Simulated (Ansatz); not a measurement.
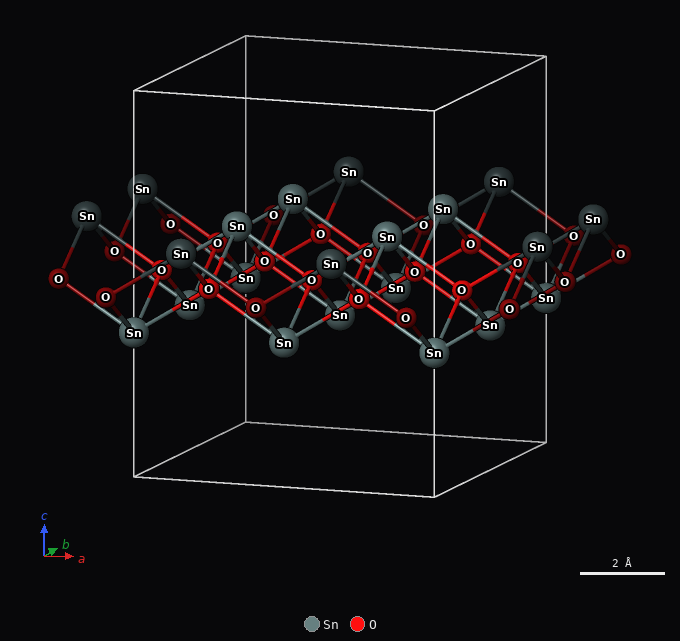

**Figure 1.** The input geometry (ball-and-stick view of the 2 × 2 repeat of the cell, with the vacuum cut short, seen slightly off an axis; neighbours outside the cell are drawn fainter). An atom can appear more than once, as a periodic image. Near neighbours in the periodic cell (some may lie outside the picture): Sn has 4 O at 2.25 Å; O has 4 Sn at 2.25 Å.

**Run report: SnO, band-structure calculation (part 1 of 2)**

System: SnO (slab, 4 atoms in the cell).
Method: DFT PBE+D3(BJ), scalar-relativistic, plane waves, PAW, no spin polarisation (Ansatz 0.2.0).

The structure derives from an entry of the Crystallography Open Database. It belongs to a series of runs on one base structure; here: field of +0.35 V/A along the normal, atoms held. Figures and captions count atoms from 1; the log counts them from 0 in places.

## Input
```yaml
crystal:
  lattice:
    - [3.8206509064, 5.3887e-06, 0.0]
    - [-5.2282e-06, 3.8206509064, 0.0]
    - [0.0, 0.0, 30.6344298628]
  atoms:
    - { symbol: Sn, position: [0.9998505514, 0.9998505514, 0.4614165619] }
    - { symbol: O, position: [0.9998515524, 0.4998510996, 0.5000006571] }
    - { symbol: O, position: [0.4998510996, 0.9998515524, 0.5000006571] }
    - { symbol: Sn, position: [0.4998494504, 0.4998494504, 0.5385847822] }
  periodic: [true, true, false]
basis:
  ecutwfc: 420
kpoints:
  mp_grid: { grid: [6, 6, 1] }
  band_path:
    path:
      - [0, 0, 0]
      - [0.5, 0, 0]
      - [0.5, 0.5, 0]
      - [0, 0.5, 0]
      - [0, 0, 0]
      - [0.5, 0.5, 0]
    npoints: 8
hamiltonian:
  xc: pbe
  dispersion: d3bj
scf:
  occupations: { method: gaussian, width: 0.02 }
output:
  forces: true
  stress: true
  eigenvalues: true
  write_density: true
  write_potential: true
  elf: true
  volumetric_format: npy
efield:
  axis: 3
  amplitude: 0.35
```

Run on 2 threads of AMD EPYC (Zen 5), 32 GiB of memory available, shared host.

Launch command:
```bash
ansatz run input.yaml --threads 2 --pin off --max-ram 5120MiB --backend cpu --events-out ev --progress --plain --runs-dir out
```

## What the program printed
```
Warning: the atoms were moved onto the symmetric positions of the space group found under crystal.symmetry.tolerance 1.0e-5 (fractional; no operation is sought that the atoms, as they stand in a round, miss by more than twice it, and no atom is moved by as much as it), and the run uses the moved positions. Before a round's move an operation carried an atom to 1.31e-5 Å from where it should land, the largest such distance. Atom 3 (counting from 0) moved farthest, by 6.55e-6 Å; the longest move in fractions of the cell, of whichever atom, is 0.17 of the tolerance, in 1 round. To run the atoms as typed, lower crystal.symmetry.tolerance until the operations that they miss are no longer found, or set crystal.symmetry.detect: false (a key that needs symmetry detection or time reversal refuses this as the deck is read). The positions used, in the order of the run's atom list: position: [0.99985066345, 0.99985066345, 0.4614165619]; position: [0.99985066345, 0.49985066345, 0.5000006571]; position: [0.49985066345, 0.99985066345, 0.5000006571]; position: [0.49985066345, 0.49985066345, 0.5385847822]; The lattice was moved too: crystal.lattice misses the space group found at crystal.symmetry.tolerance 1.0e-5 in a digit that the deck types, which is why this is a warning: making the lattice exact moves one of its numbers by a whole unit of that number's last typed decimal, or more. The operation that it misses by the most changes a squared length by the fraction 8.40e-8. The run uses the lattice that is a stretch of the typed one, with no rotation, onto the one that keeps every operation to a double's rounding (on a very oblique basis the stretch itself rounds by more); the deck's lattice vector that moved farthest moved by 8.03e-8 Å. To run the lattice as typed, set crystal.symmetry.detect: false, as for the atoms. crystal.lattice made exact, in Å and degrees: [[3.820650906400001, 5.308450000000002e-6, 0.0], [-5.308450000000001e-6, 3.820650906400001, 0.0], [0.0, 0.0, 30.6344298628]]. Pasted over the deck's crystal.lattice, beside positions in fractional coordinates, it runs the same cell (given as lengths and angles, that cell in the form's own orientation, a rigid turn of the misfit's size from the one run here, for which a checkpoint.post_process_only pass over this run's state can be refused: where this run relaxes nothing, give such a pass this deck's own crystal.lattice, as typed; behind a relaxation, as crystal.lattice, the state's own cell, identity.cell in its checkpoint.json), and a matrix so pasted ends this notice, except on a very skew basis of the lattice, where the rounding of the pasted numbers themselves can read as a misfit: the cell is then moved again, and that move is told again. The lattice as run is in this notice's lattice.as_run_ang field (Run.prep()["deck_notices"] in Python, the deck_notice line of an events file, deck_notices of ansatz run --dry-run=json, or deck_notices in record.json in the deck's checkpoint.write directory).
Engine: ansatz 0.2.0, x86_64-unknown-linux-gnu
Pseudopotentials: kind: paw
Pseudopotential: Sn, paw, valence charge 14, recommended cutoff 420 eV (normal), Sn.paw.azcp
Pseudopotential: O, paw, valence charge 6, recommended cutoff 420 eV (normal), O.paw.azcp
Functional definition: PBE
  parameter kappa = 0.804
  parameter beta = 0.06672455060314922
  exchange = pbe_x(kappa = kappa, mu = beta*pi^2/3)
  correlation = pbe_c(beta = beta)
Crystal: 4 atoms, lattice volume = 447.182 Å³
Basis set: ecut = 420 eV, 8703 PW (Γ), exchange–correlation on 54×54×432 points (8 copies of the dense FFT grid, shifted against one another)
Bands: 24, of which v1, the nominal top of the filled ones, is band 20 counted from 1 (19 counted from 0)
Symmetry: 8 space group operations
k-points: 10 of 36
Non-local potential: Sn, projectors of the file, l = 0: 2, l = 1: 2, l = 2: 2, l = 3: 2
Non-local potential: O, projectors of the file, l = 0: 2, l = 1: 2, l = 2: 1
PAW form: soft (Blöchl's): semilocal exchange-correlation on the pseudo side does not see the compensation charge
PAW one-centre angular grid: Sn, 590 points (default); XC on 64 Gauss nodes
PAW one-centre angular grid: O, 110 points (default); XC on 64 Gauss nodes
Initial density: superposition of atomic densities (neutral atoms: chi_scale 0, normalization atom, screened)
Initial wavefunctions: pseudopotential atomic-orbital guess
Functional: x = pbe(κ = 0.804, μ = 0.2195149727645171), c = pbe(β = 0.06672455060314922)
SCF iter   1: F=—  HF=-13187.944709 eV  |F-HF|=—  |Δ(HF+E_count)|=         —  Δρ=5.48e-2  dr2=1.64e1  ethr=3.10e-3  p=0.157 e·Å  V_vac-E_F(+/−)=7.55/3.66 eV  ⟨swp⟩=10.2  Hψ=1455  notcnv=0
efield: sawtooth ramp at fractional position 0.7826 (placed from the atoms, in the widest stretch of the axis that holds none; the zero of the levels goes with the place), width 0.4347; the density the first Hamiltonian is built on has a dipole p = 0.157 e·Å; `efield.dipole_correction` is off, so that where the cell repeats along the axis the dipole's images put a field D = 6.37e-2 V/Å through it; the planar-averaged density in the ramp window peaks in size at 5.2e-4 e/Å³
preconditioner: auto → Resta (q_TF=auto, 1.825 Å⁻¹)  ε∞=1.4  [insulator: Δε(μ)=3.699 eV  Ē_g=18.153 eV  σ=0.020 eV  W_gap=1.00  n_scr=44 (ndim 8)  ℏωp=11.1 eV  f_vac=0.773  D(μ)=0.00/eV (n_scr^D=0)  ε∞_Penn≈1.4  vacuum switching on, ρ_ref=2.4e-2 e/Å³]
SCF iter   2: F=—  HF=-13186.166884 eV  |F-HF|=—  |Δ(HF+E_count)|=    1.78e0  Δρ=5.31e-2  dr2=1.22e1  ethr=3.10e-3  p=0.120 e·Å  V_vac-E_F(+/−)=4.68/0.32 eV  ⟨swp⟩=6.3  Hψ=841  notcnv=0
SCF iter   3: F=—  HF=-13183.905836 eV  |F-HF|=—  |Δ(HF+E_count)|=    2.26e0  Δρ=9.08e-3  dr2=4.10e-1  ethr=3.10e-3  p=0.160 e·Å  V_vac-E_F(+/−)=6.11/2.26 eV  ⟨swp⟩=5.1  Hψ=720  notcnv=0
SCF iter   4: F=—  HF=-13183.870599 eV  |F-HF|=—  |Δ(HF+E_count)|=   3.52e-2  Δρ=3.92e-3  dr2=1.91e-1  ethr=1.03e-3  p=0.083 e·Å  V_vac-E_F(+/−)=6.08/1.27 eV  ⟨swp⟩=4.2  Hψ=497  notcnv=0
SCF iter   5: F=—  HF=-13183.845363 eV  |F-HF|=—  |Δ(HF+E_count)|=   2.52e-2  Δρ=2.10e-3  dr2=4.64e-2  ethr=4.77e-4  p=0.155 e·Å  V_vac-E_F(+/−)=5.61/1.69 eV  ⟨swp⟩=5.0  Hψ=554  notcnv=0
SCF iter   6: F=—  HF=-13183.836678 eV  |F-HF|=—  |Δ(HF+E_count)|=   8.69e-3  Δρ=8.38e-4  dr2=5.59e-3  ethr=1.16e-4  p=0.137 e·Å  V_vac-E_F(+/−)=5.83/1.69 eV  ⟨swp⟩=3.9  Hψ=421  notcnv=0  defer=1
SCF iter   7: F=—  HF=-13183.836716 eV  |F-HF|=—  |Δ(HF+E_count)|=   3.77e-5  Δρ=8.28e-4  dr2=5.34e-3  ethr=1.40e-5  p=0.140 e·Å  V_vac-E_F(+/−)=5.92/1.82 eV  ⟨swp⟩=4.3  Hψ=613  notcnv=0  defer=1
SCF iter   8: F=—  HF=-13183.835856 eV  |F-HF|=—  |Δ(HF+E_count)|=   8.60e-4  Δρ=4.99e-4  dr2=1.91e-3  ethr=1.34e-5  p=0.139 e·Å  V_vac-E_F(+/−)=5.90/1.79 eV  ⟨swp⟩=2.1  Hψ=288  notcnv=0  defer=1
SCF iter   9: F=—  HF=-13183.835510 eV  |F-HF|=—  |Δ(HF+E_count)|=   3.45e-4  Δρ=6.29e-5  dr2=3.64e-5  ethr=4.77e-6  p=0.138 e·Å  V_vac-E_F(+/−)=5.89/1.77 eV  ⟨swp⟩=2.8  Hψ=367  notcnv=0  defer=1
SCF iter  10: F=—  HF=-13183.835392 eV  |F-HF|=—  |Δ(HF+E_count)|=   1.18e-4  Δρ=2.23e-5  dr2=1.89e-6  ethr=9.10e-8  p=0.138 e·Å  V_vac-E_F(+/−)=5.88/1.76 eV  ⟨swp⟩=3.0  Hψ=505  notcnv=0
SCF iter  11: F=—  HF=-13183.835391 eV  |F-HF|=—  |Δ(HF+E_count)|=   8.15e-7  Δρ=5.38e-6  dr2=1.18e-7  ethr=4.74e-9  p=0.138 e·Å  V_vac-E_F(+/−)=5.88/1.76 eV  ⟨swp⟩=3.0  Hψ=530  notcnv=0
SCF iter  12: F=-13183.835391 eV  HF=-13183.835391 eV  |F-HF|=2.84e-8  |Δ(HF+E_count)|=   2.87e-8  Δρ=2.28e-6  dr2=2.61e-8  ethr=2.50e-10  p=0.138 e·Å  V_vac-E_F(+/−)=5.88/1.76 eV  ⟨swp⟩=17.8  Hψ=2564  notcnv=0
SCF 1 converged in 12 iterations: F = -13183.835391 eV  dr2 = 2.61e-8
  greatest PAW one-centre occupation: 0.993 electrons in one spin orbital (limit 2), on the Sn atom at site 3 (counted from 0), in its partial waves of l = 2
```

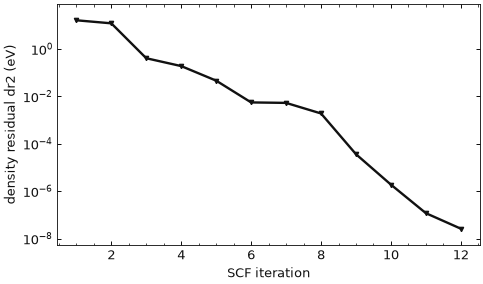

**Figure 2.** Convergence of the self-consistent field: density residual dr2 against the SCF iteration. The residual falls at every step.

```
NSCF: frozen V_eff on 41 k-points
efield: sawtooth ramp at fractional position 0.7826 (kept from the solve that this one continues, or follows in the run), width 0.4347; the density the first Hamiltonian is built on has a dipole p = 0.138 e·Å; `efield.dipole_correction` is off, so that where the cell repeats along the axis the dipole's images put a field D = 5.58e-2 V/Å through it; the planar-averaged density in the ramp window peaks in size at 2.0e-6 e/Å³
WARN: The output density's exchange-correlation potential varies sharply where the density is thin. Do not read a vacuum level from v_tot or v_xc, or from such a field of the output density. On a cell that repeats whose density bears no net charge and no dipole along the vacuum's axis use v_es (v_loc + v_h of the components); under efield.dipole_correction with no amplitude use v_es + v_field, which holds any external_charges[].barrier, or the levels of the report's work_function block, which leave it out; under a non-zero efield.amplitude the vacuum is tilted and has no level; on a cell that repeats and bears such a dipole with no correction it is tilted too, and efield.dipole_correction with no amplitude gives each side of its ramp a level where efield: is served; in a cell that repeats whose density bears a net charge (total_charge, or a fill off its count) it is curved and has none; of a slab under crystal.periodic whose density bears no net charge use v_es, which has a level on each side, short of where the two are joined; of another it falls or rises all the way out and has none; of a slab beside external_charges read slab_vacuum_level instead, which it has where they leave it neutral. The grid or the basis barely resolves most such structure, and the values can differ between equally converged runs; as a rule a tighter scf.convergence.dr2_threshold does not remove it. Where the density itself ripples (under the LDA too) a higher basis.ecutwfc lessens it. The files hold the spikes' plane waves up to the density's cutoff. Files: v_tot_of_output_density and the like, and their columns of v_z.tsv (output.write_potential); v_xc_of_output_density and the like, and their columns of v_comp_z.tsv (output.write_potential_components). Measured: with its Gaussian average of σ = 0.25 Å subtracted twice, the exchange-correlation potential is over 0.1 eV at 5 of the grid points where the equally averaged density (valence and model cores) is under 1e-3 e/Å³, and 0.111 eV at the most among them, at an averaged density of 8.3e-4 e/Å³. The input density's (outcome.potential() and, of a run that writes arrays, v_tot and v_xc) is over 0.1 eV, so measured, at 5 points of its own thin density, 0.111 eV at the most. See output.write_potential in the manual, Limitations
SCF converged after 12 iterations
Free energy (F): -13183.835391 eV
Harris-Foulkes:  -13183.835391 eV  (|F-HF|=2.84e-8)
Internal energy: -13183.835391 eV  (E = F + TS)
E sigma→0 (E₀):  -13183.835391 eV
Fermi energy:    -3.933716 eV
Dipole field:    D = 0.055866 V/Å  (p = 0.138060 e·Å, saw-weighted)
Work function:   not extracted (applied field tilts the vacuum); planar V_es + V_field profile in the machine report
Levels:          The Fermi level and band energies are counted from a zero that moves with the ramp; work functions are not
```
